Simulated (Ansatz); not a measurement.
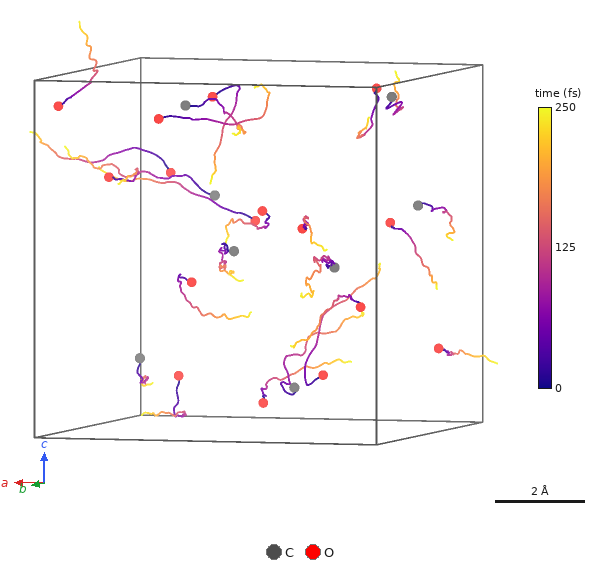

A Born-Oppenheimer molecular dynamics run of a periodic cell with 8 CO2 at 1.107 g/cm³, 250 fs long. It starts from the last geometry of an earlier run, with fresh velocities. Lines trace each atom's path, coloured by time; spheres stand at the starting positions. Seen from a free direction in the simulation cell.

Computed with DFT PBE-D3(BJ), scalar-relativistic, plane waves, PAW in Ansatz. Set-up: plane-wave cutoff 420 eV; k-point mesh 1 × 1 × 1; Fermi-Dirac smearing 0.05 eV; Nosé-Hoover thermostat (NVT); set temperature 1500 K; time step 1 fs; thermostat time 50.0 fs.

### What do the traces tell about the motion?

In the second half of the run the atoms are, in the root-mean-square, this far from where they began (common drift taken out): O 2.06 Å, C 1.67 Å. The molecules turn and drift from their places. The conserved quantity stays between −0.43 and 1.5 meV per atom of its start. A straight-line fit has a slope that amounts to +0.03 meV per atom over 250 fs (under 0.1 % of the mean kinetic energy), and the ripple about it is 1.4 % of the kinetic energy's fluctuation. With a drift under 2 % and a ripple under 7 %, the integration is accurate.

Limits of the set-up: the periodic images lie only 8.1 Å apart, so the values are limited by the cell's size.
